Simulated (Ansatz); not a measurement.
Al$_{16}$O$_{23}$: several calculations on one system

### Relaxation

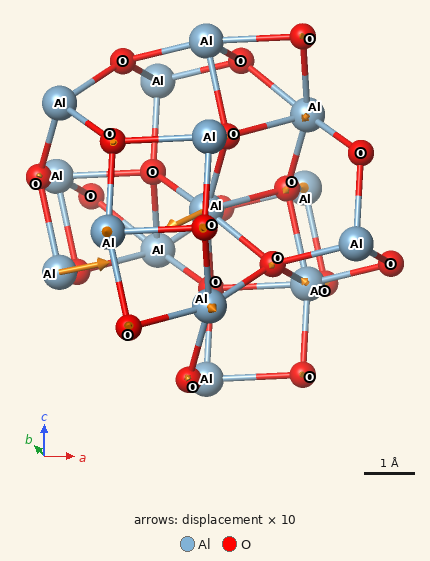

A relaxation of a defect cell of composition Al₁₆O₂₃. The starting structure is drawn; orange arrows show the displacements, 10 times their true length.

A ball-and-stick model of the atoms within 4.2 Å of the atom that moves most (axes of the conventional cell (2 times the calculation's cell)), seen slightly off an axis. Lengths and directions refer to the drawn axes.

Case: O vacancy (site e), charge +0, atoms relaxed at the host's cell.

Computed with DFT PBEsol, scalar-relativistic, plane waves, PAW (Ansatz 0.2.0). (plane-wave cutoff 420 eV; k-point mesh 2 × 2 × 2; occupations gaussian; smearing width 0.01 eV; mesh shifted by (0.5, 0.5, 0.5); no spin polarisation; atoms relaxed in a fixed cell; force threshold 0.025 eV/Å; at most 45 steps)

**What did the optimiser do to the structure, and how much energy did it gain?**

After 4 accepted moves (5 points after the start) the energy has fallen by 91.3 meV per cell of the calculation. Largest force component: 0.69 eV/Å at the start, 0.01 eV/Å at the end. 1 step only repeated the SCF at the same geometry. The largest moves, 0.11 Å, are those of Al atoms. By element the largest moves are Al 0.11 Å, O 0.02 Å. The lattice vectors keep their values. Among the contacts that change: Al–O 1.974 → 2.070 Å, Al–O 1.974 → 1.951 Å, Al–O 1.861 → 1.881 Å, Al–O 1.861 → 1.845 Å. Among the angles between lasting bonds that change: O–Al–O 164.2° → 159.0°, O–Al–O 164.2° → 160.4°, O–Al–O 90.8° → 87.5°. The run took 35 s on 4 threads of Arm Neoverse V1, on a shared host, peak memory 0.88 GiB.

Limits of the set-up: the periodic images lie only 7.0 Å apart, so the values are limited by the cell's size.

### Relaxation

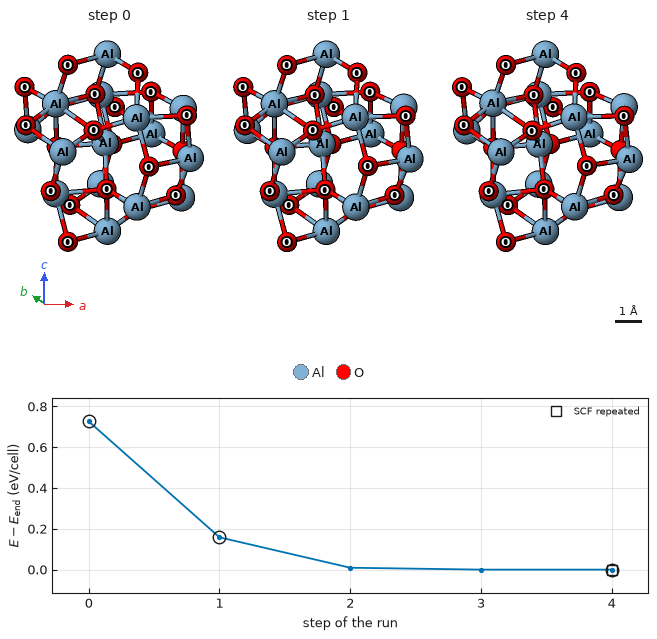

Frames of a relaxation of a defect cell of composition Al$_{16}$O$_{23}$ (cell charge +2), marked on the history of the run. A ball-and-stick model of the atoms within 4.2 Å of the atom that moves most (axes of the conventional cell (2 times the calculation's cell) (origin shifted)), seen slightly off an axis. Lengths and directions refer to the drawn axes.

Case: O vacancy (site e), charge +2, atoms relaxed at the host's cell.

These are results of DFT PBEsol, scalar-relativistic, plane waves, PAW in Ansatz, not measurements. Settings: plane-wave cutoff 420 eV; k-point mesh 2 × 2 × 2; occupations gaussian; smearing width 0.01 eV; mesh shifted by (0.5, 0.5, 0.5); no spin polarisation; atoms relaxed in a fixed cell; force threshold 0.025 eV/Å; at most 45 steps.

Question: What happens along the run?

Answer: The largest moves, 0.16 Å, are those of Al atoms. Largest moves by element: Al 0.16 Å, O 0.08 Å. The cell stays as it was. Some distances before and after: Al–O 1.891 → 1.794 Å, Al–O 1.803 → 1.759 Å, Al–O 2.003 → 2.046 Å, Al–O 1.943 → 1.909 Å. Among the angles between lasting bonds that change: Al–O–Al 100.5° → 108.8°, O–Al–O 94.6° → 101.5°, Al–O–Al 135.0° → 140.3°. Over 3 accepted moves (4 points after the start) the energy falls by 0.727 eV per cell of the calculation. Largest force component: 2.1 eV/Å at the start, 0.022 eV/Å at the end. 1 step only repeated the SCF at the same geometry. Cost: 33 s on 4 threads of Arm Neoverse V1, with other jobs on the host, peak memory 0.89 GiB. From step 0 to 1: Al atoms move most (0.09 Å), energy −0.568 eV per cell of the calculation. From step 1 to 4: Al atoms move most (0.07 Å), energy −0.158 eV per cell of the calculation.

Limits of the set-up: the periodic images lie only 7.0 Å apart, so the values are limited by the cell's size; the cell is charged, on a uniform background, and energies carry no finite-size correction.

### Defect

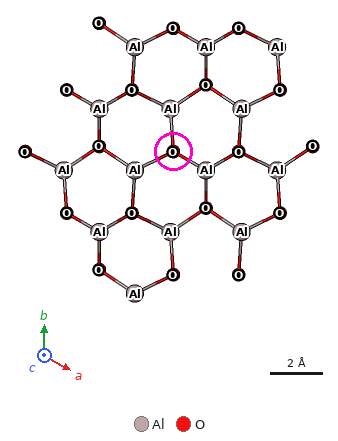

Perfect Al₂O₃. Style: ball-and-stick. Shown: the atoms within 5.8 Å of one point, in a slice 3.4 Å thick across the line of sight, along the c axis.

These are results of DFT PBEsol, scalar-relativistic, plane waves, PAW in Ansatz, not measurements. (plane-wave cutoff 420 eV; k-point mesh 2 × 2 × 2; occupations gaussian; smearing width 0.01 eV; mesh shifted by (0.5, 0.5, 0.5); collinear spin) The cell is small and the k-mesh coarse, so the numbers are rough. A uniform background neutralises the charged cell. The axes drawn are those of the host's conventional cell.

An oxygen atom is taken out (a vacancy) at the ringed place, in charge state +1. The supercell has 40 sites, and the atoms are relaxed at the host's cell.

How do the neighbours respond?

Around the empty O site the host had 4 Al at 1.86 to 1.97 Å; after relaxation the nearest atoms are 4 Al at 1.95 to 2.07 Å. Of the host's atoms, an aluminium atom moves furthest from its site, by 0.10 Å. The cell's net moment is 1.00 μB.

The relaxed defect, seen from the same direction:

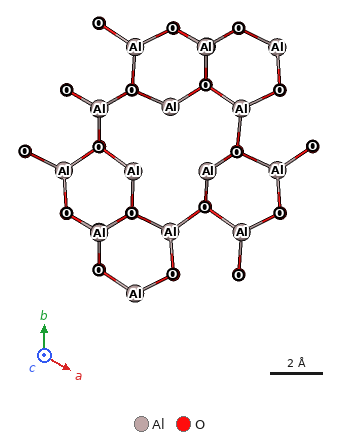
